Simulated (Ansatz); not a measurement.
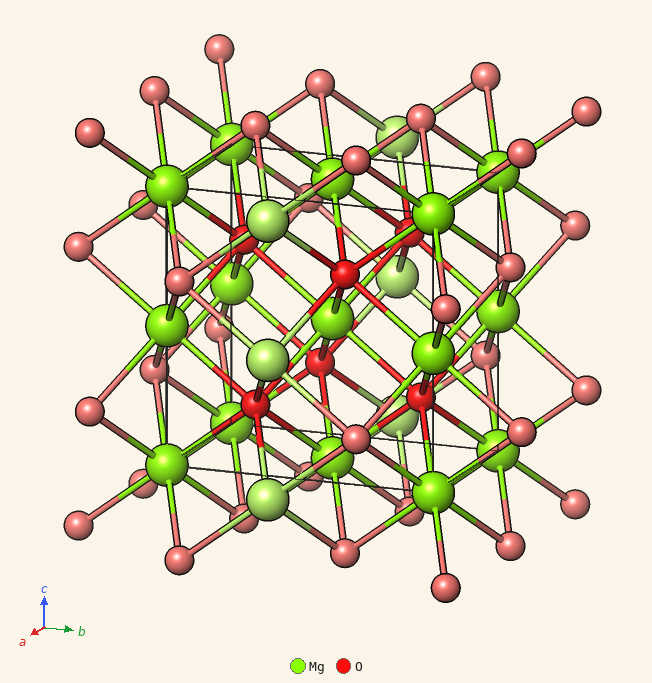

Drawn in the ball-and-stick manner and seen slightly off an axis. Atoms at the boundary of the conventional unit cell (the box) are drawn once for each face, edge or corner they touch. The first bonded neighbours in the surrounding cells are also shown, in fainter colours.

MgO, space group Cmcm (No. 63), a = 3.070 Å, b = 5.063 Å, c = 5.092 Å, α = 90.00°, β = 90.00°, γ = 90.00°. Source of the structure: a structure type filled with these elements by a generator (whether the compound takes this form wasn't checked). The cell was then strained or its atoms displaced on purpose. A calculation with Ansatz used it as input.

This one geometry was computed with Ansatz (DFT, plane waves, PAW) at three levels of theory: PBE, r2SCAN and HSE06. It was relaxed with r2SCAN and then strained.

Question: Which level gives the highest pressure at this volume, and what does that say about its equilibrium volume?

Answer: Highest: PBE (-1.2 GPa), which points to the largest equilibrium volume. Lowest, with the smallest volume: r2SCAN (-6.6 GPa) and HSE06 (-6.9 GPa). Levels within 0.5 GPa of each other can't be told apart.

Question: How does the band gap change with the level of theory?

Answer: PBE: a gap of 4.04 eV, direct; r2SCAN: a gap of 4.89 eV, direct; HSE06: a gap of 5.74 eV, direct.

Question: Collect the results in a table.

Answer:
| level | cutoff (eV) | k-mesh of the run's cell | gap (eV) | pressure (GPa) |
| --- | --- | --- | --- | --- |
| PBE | 420 | 12×12×6 | 4.04 | -1.2 |
| r2SCAN | 500 | 12×12×6 | 4.89 | -6.6 |
| HSE06 | 420 | 9×9×4 | 5.74 | -6.9 |

Gaps are taken on the k-mesh or band path of each run.
